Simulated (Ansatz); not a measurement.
ZrSi$_{35}$ (cell charge −1, with a compensating background) (cell with a defect)

The calculation's input:

```
crystal:
  lattice:
    - [-5.7769209523, 3.3353068668, -6.3650227274]
    - [5.7769209522, 3.3353068669, -6.3650227274]
    - [1.0e-10, -6.6706137337, -6.3650227274]
  atoms:
    - { symbol: Zr, position: [0.4235011375, 0.0867240255, 0.4209544329], spin: 0.2 }
    - { symbol: Si, position: [0.7574830584, 0.0898513204, 0.0884943927] }
    - { symbol: Si, position: [0.0892007999, 0.4235995097, 0.4231238566] }
    - { symbol: Si, position: [0.7575945658, 0.7551721748, 0.4230745491] }
    - { symbol: Si, position: [0.423577562, 0.4237870362, 0.0883988296] }
    - { symbol: Si, position: [0.0890284446, 0.0898856516, 0.7569429738] }
    - { symbol: Si, position: [0.7570951323, 0.4233635088, 0.7565929554] }
    - { symbol: Si, position: [0.0903786248, 0.7565701342, 0.08983188] }
    - { symbol: Si, position: [0.4235533733, 0.7553094148, 0.7568581606] }
    - { symbol: Si, position: [0.0284958223, 0.033529804, 0.3666707168] }
    - { symbol: Si, position: [0.3671250547, 0.0334457915, 0.0280802101] }
    - { symbol: Si, position: [0.7064993904, 0.3728518408, 0.3681982991] }
    - { symbol: Si, position: [0.3671606274, 0.6949738513, 0.3666239461] }
    - { symbol: Si, position: [0.0344070873, 0.3674605474, 0.0338986891] }
    - { symbol: Si, position: [0.7064264199, 0.0350685093, 0.7059420543] }
    - { symbol: Si, position: [0.3686904876, 0.3728160489, 0.7059205037] }
    - { symbol: Si, position: [0.7011105154, 0.7007171491, 0.0338547957] }
    - { symbol: Si, position: [0.0343445189, 0.7007605818, 0.7006112207] }
    - { symbol: Si, position: [0.2855885797, 0.9547744162, 0.2849323255], spin: 0.2 }
    - { symbol: Si, position: [0.6315505089, 0.9651641813, 0.96742282] }
    - { symbol: Si, position: [0.9679692262, 0.2979515017, 0.2983452422] }
    - { symbol: Si, position: [0.6315745173, 0.6343069018, 0.2983002348] }
    - { symbol: Si, position: [0.2988486291, 0.297868311, 0.9673838947] }
    - { symbol: Si, position: [0.967900031, 0.9652058604, 0.6310876454] }
    - { symbol: Si, position: [0.6321142718, 0.2985250631, 0.6316421074] }
    - { symbol: Si, position: [0.9655022186, 0.6318496168, 0.9649947162] }
    - { symbol: Si, position: [0.298771533, 0.6342865387, 0.6310189355] }
    - { symbol: Si, position: [0.9065091936, 0.9088567552, 0.2420880441] }
    - { symbol: Si, position: [0.2426004435, 0.9088616833, 0.9059235977] }
    - { symbol: Si, position: [0.5941239285, 0.2588973203, 0.2267084069], spin: 0.2 }
    - { symbol: Si, position: [0.2426638824, 0.5727117857, 0.2421059969] }
    - { symbol: Si, position: [0.9100992282, 0.2414734582, 0.9095622895] }
    - { symbol: Si, position: [0.5936235482, 0.8964921364, 0.5913001096], spin: 0.2 }
    - { symbol: Si, position: [0.2311473931, 0.2568989672, 0.5938555455], spin: 0.2 }
    - { symbol: Si, position: [0.5751557883, 0.5764125239, 0.9094818558] }
    - { symbol: Si, position: [0.9101996562, 0.5762209121, 0.5746822508] }
  host:
    lattice:
      - [3.8512806348, 0.0, 0.0]
      - [-1.9256403174, 3.3353068669, 0.0]
      - [0.0, 0.0, 6.3650227274]
    atoms:
      - { symbol: Si, position: [0.3333333333, 0.6666666667, 0.0629309403] }
      - { symbol: Si, position: [0.6666666667, 0.3333333333, 0.5629309403] }
      - { symbol: Si, position: [0.3333333333, 0.6666666667, 0.4370690597] }
      - { symbol: Si, position: [0.6666666667, 0.3333333333, 0.9370690597] }
total_charge: -1
basis:
  ecutwfc: 420
  xc_grid: 2
kpoints:
  mp_grid: { grid: [2, 2, 2], shift: [0.5, 0.5, 0.5] }
hamiltonian:
  xc: pbe
scf:
  occupations: { method: gaussian, width: 0.02 }
output:
  forces: true
  stress: false
  eigenvalues: true
  populations: true
  charged_corrections:
    defect_position: [0.42346746, 0.09013413, 0.42346746]
    epsilon: [[12.6179, 0.0, 0.0], [0.0, 12.6179, 0.0], [0.0, 0.0, 13.7065]]
  write_density: true
  write_potential: true
  elf: true
  volumetric_format: npy
magnetization:
  spin_polarized: true
relax:
  adjacent_minimum: "off"
  f_tol: 0.025
  max_steps: 45
```

Run with:

```sh
ansatz run input.yaml --threads 4 --pin off --max-ram 10240MiB --backend cpu --events-out ev --progress --plain --runs-dir out
```

The fields are those of the run's last geometry, not of the input's.

Spin-polarised.

These are results of Ansatz 0.2.0, DFT PBE, scalar-relativistic, plane waves, PAW, not measurements.

The density is the valence pseudo-density of a PAW calculation; it isn't the true density close to the nuclei.

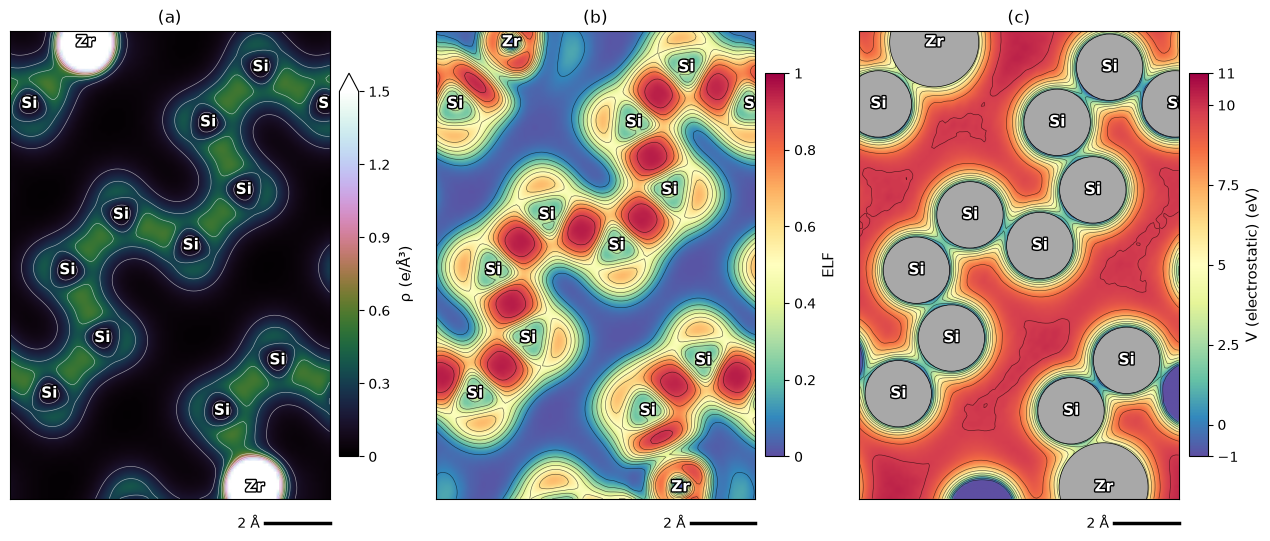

Figure 1. (a) valence electron density; (b) electron localisation function; (c) electrostatic potential energy of an electron on the (11̄0) plane of the calculation cell. Grey discs cover the atomic cores in the potential map.

Question: Describe what can be read from this map.

Answer:
- The plane passes through Zr and Si nuclei.
- Si–Si (2.34 Å): the density is about 0.56 e/Å³ at the midpoint; the ELF peaks at about 0.95 between the atoms.
- Zr–Si (2.58 Å): ρ is about 0.49 e/Å³ halfway; the ELF peaks at about 0.95 in the valence shell of Si, 0.9 Å from its nucleus, and is about 0.65 at the midpoint.
- Si–Si (2.39 Å): ρ at the midpoint is about 0.55 e/Å³; the ELF peaks at about 0.95 between the atoms.
- Between the atoms the lowest density in this plane is 0.02 e/Å³.
- The features right at Zr lie inside the PAW spheres, where the map follows smoothed inner orbitals and isn't to be read closely.
- Outside the cores the potential energy rises away from the atoms and is highest about 2.2 Å from the nearest atoms; its zero is arbitrary.

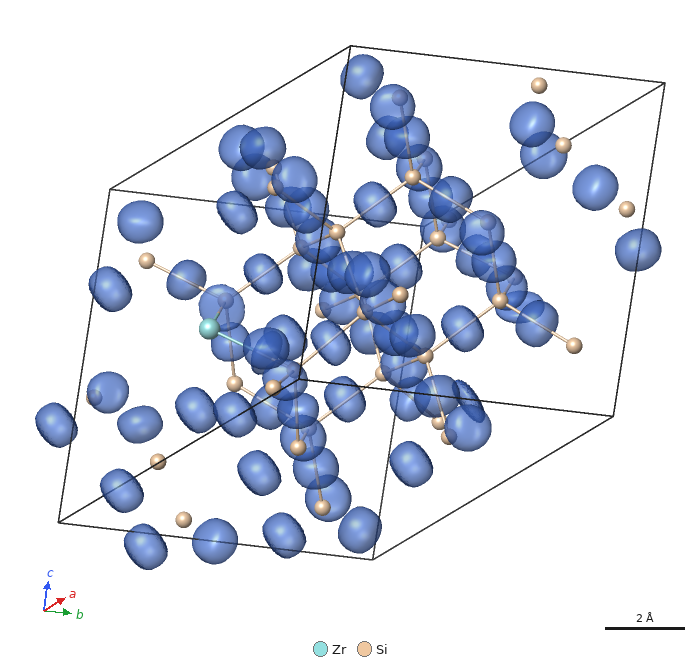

Figure 2. Isosurface of the electron localisation function at 0.85 (blue), seen at an oblique angle. Core shells and regions of very low density are left out. Sticks mark near contacts.

Question: What do the ELF domains correspond to?

Answer: The ELF exceeds this value in 68 regions between bonded Si–Si atoms and four lobes of the valence shell of Si pointing towards Zr (polar bonds), counted in one cell of 36 atoms. Any copies at cell faces, edges or corners count once.


Si–Si (2.32 Å): the ELF peaks at about 0.95 between the atoms.

Question: Metal or insulator at this level of theory?

Answer: It is metallic or semimetallic at this level of theory: no gap opens.
